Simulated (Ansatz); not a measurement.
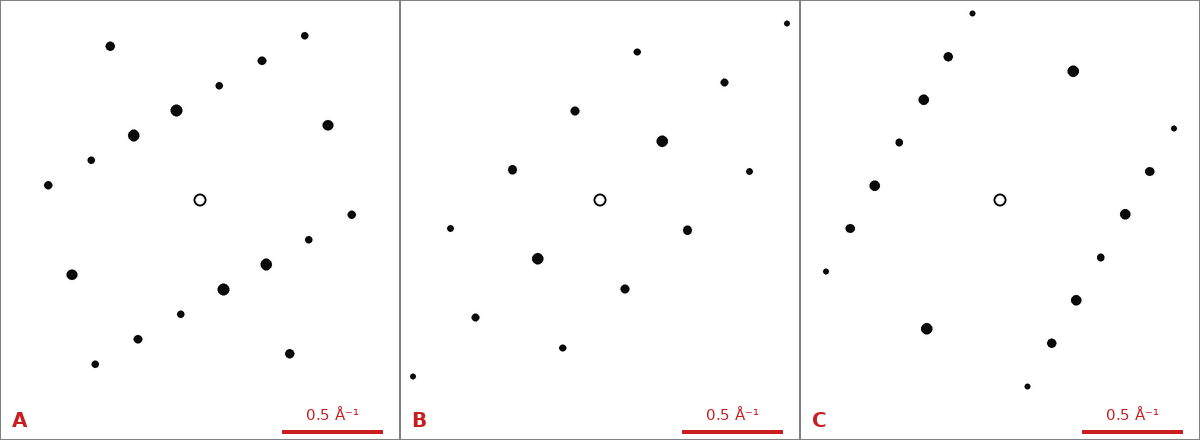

Kinematic zone-axis patterns, calculated for 300 keV electrons with B = 0.5 Å².

All three come from Mo, space group P6/mmm (No. 191), a = 4.67 Å, c = 2.56 Å (hexagonal axes). Structure: the end point of a relaxation with DFT PBE, scalar-relativistic, plane waves, PAW in Ansatz; the starting structure was generated, so it need not be a known form of this composition.

> Assign the zone axes [101], [102], [211] to A, B and C.

A is [101]: centred rectangular net of 0 1 0 (itself too weak to see) at d = 4.04 Å and 1 0 -1 at d = 2.16 Å, at 74.5°. B is [211]: centred rectangular net of -1 2 0 at d = 2.33 Å and -1 1 1 at d = 2.16 Å, at 62.4°. C is [102]: rectangular net of 0 -1 0 (itself too weak to see) at d = 4.04 Å and -2 1 1 at d = 1.72 Å, at 90.0°.
